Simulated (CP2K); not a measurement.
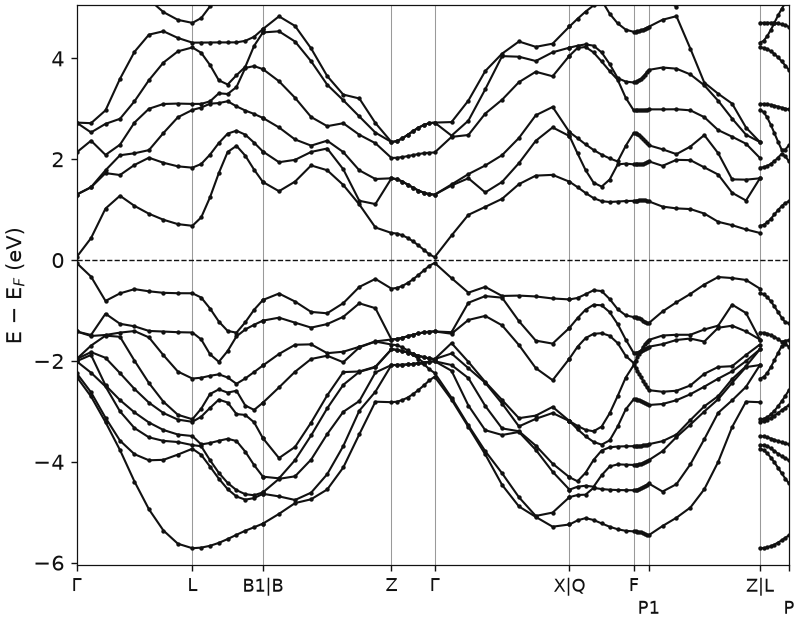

Band structure. Energies are counted from the Fermi level.

> What lattice type does the k path imply?

A rhombohedral lattice: the path Γ–L–B1|B–Z–Γ–X|Q–F–P1–Z|L–P runs through the special points of its Brillouin zone.

System: Bi2Se3, space group R-3m (No. 166), 5 atoms in the primitive cell.

Space group R-3m:H (No. 166). a = 4.143 Å, b = 4.143 Å, c = 28.636 Å, α = 90.00°, β = 90.00°, γ = 120.00°
```tsv
atom	site	symmetry	x	y	z
Bi	6c	3m	0.3333	0.6667	0.0675
Se	6c	3m	0.0000	0.0000	0.2117
Se	3a	-3m	0.0000	0.0000	0.0000
```

CP2K; PBEsol, POTENTIAL_UZH Bi GTH-PBE-q5, Se GTH-PBE-q6; TZVP-MOLOPT-PBE-GTH basis, no spin polarisation, no spin-orbit coupling, 8×8×8 k mesh, Fermi-Dirac smearing of 0.1 eV.

> Read off the fundamental gap and say whether it is direct.

A semiconductor. The gap along this path is 0.11 eV and direct: both edges lie at Γ. It is not wide against the smearing used.

> What are the direct gaps at Z, F and P1?

The direct gaps are 1.10 eV at Z, 2.31 eV at F and 2.42 eV at P1.

> How many bands meet at the valence-band top?

The top valence level at Γ is a single band, not degenerate (spin aside).

The potentials were made for another functional. The basis of atomic orbitals isn't converged, which shifts gaps and empty levels. Spin-orbit coupling is left out, which matters for Bi and Se and can close so small a gap. With spin-orbit coupling the bands at Γ invert, which makes this a topological insulator. In reduced coordinates of the cell that was run, L is (0.5, 0, 0), B1 is (0.5, 0.177, −0.177), B is (0.823, 0.5, 0.177), Z is (0.5, 0.5, 0.5), X is (0.339, 0, −0.339), Q is (0.661, 0.339, 0), F is (0.5, 0.5, 0), P1 is (0.661, 0.661, 0.177) and P is (0.823, 0.339, 0.339).
